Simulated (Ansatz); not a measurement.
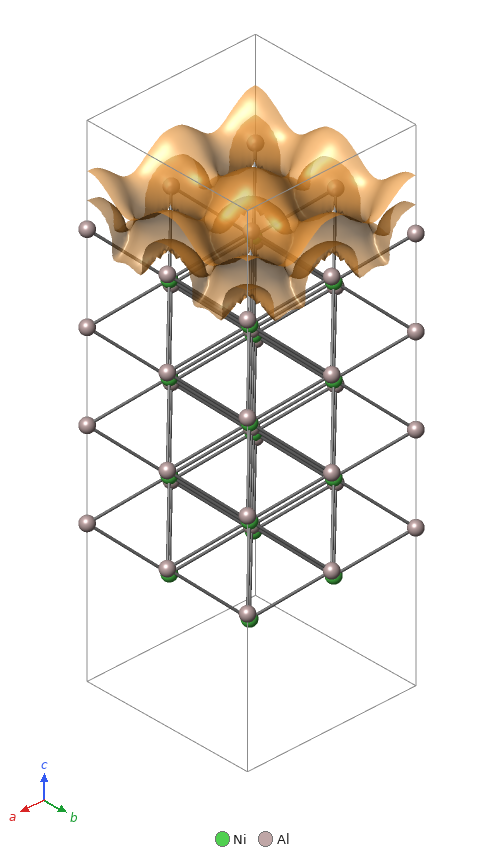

Figure. AlNi (slab). Isosurface of the ELF at 0.6 (orange), seen at an oblique angle. Only the valence region is drawn (cores and ρ < 0.01 e/Å³ removed). Sticks mark near contacts.

Not relaxed (largest force 1.0 eV/Å); the program warned that a starting moment wasn't kept; spin-polarised, but the moments vanished.

All numbers below come from Kohn-Sham DFT of a periodic cell, PBE, Ansatz PAW in Ansatz.

Input file:

```
crystal:
  lattice:
    - [2.881, 0.0, 0.0]
    - [0.0, 2.881, 0.0]
    - [0.0, 0.0, 25.0835]
  atoms:
    - { symbol: Ni, position: [0.5, 0.5, 0.2990013355], spin: 1.0 }
    - { symbol: Al, position: [0.0, 0.0, 0.3564295254] }
    - { symbol: Ni, position: [0.5, 0.5, 0.4138577152], spin: 1.0 }
    - { symbol: Al, position: [0.0, 0.0, 0.4712859051] }
    - { symbol: Ni, position: [0.5, 0.5, 0.5287140949], spin: 1.0 }
    - { symbol: Al, position: [0.0, 0.0, 0.5861422848] }
    - { symbol: Ni, position: [0.5, 0.5, 0.6435704746], spin: 1.0 }
    - { symbol: Al, position: [0.0, 0.0, 0.7009986645] }
hamiltonian:
  xc: pbe
  pseudopotentials: { kind: paw }
magnetization:
  spin_polarized: true
kpoints:
  mp_grid: { grid: [9, 9, 1] }
scf:
  occupations: { method: fermi_dirac, width: 0.05 }
output:
  forces: true
  eigenvalues: true
  write_density: true
  write_potential: true
  elf: true
  volumetric_format: npy
efield:
  axis: 3
  dipole_correction: true
  ramp_width: 0.04
```

Launched as:

```sh
ansatz run input.yaml --threads 4 --pin off --max-ram 11264MiB --backend cpu --events-out ev --progress --plain --runs-dir out
```

Q: Where are the electrons localised?

A: The ELF exceeds this value in sheets that run through the cell in two directions, counted in one cell of 8 atoms. Counts are for one cell; the picture repeats the cell along the surface. Profiles from the grid: Al–Ni (2.49 Å): the ELF is about 0.40 at the midpoint.

Q: Metal or insulator at this level of theory?

A: It is metallic or semimetallic at this level of theory: no gap opens.
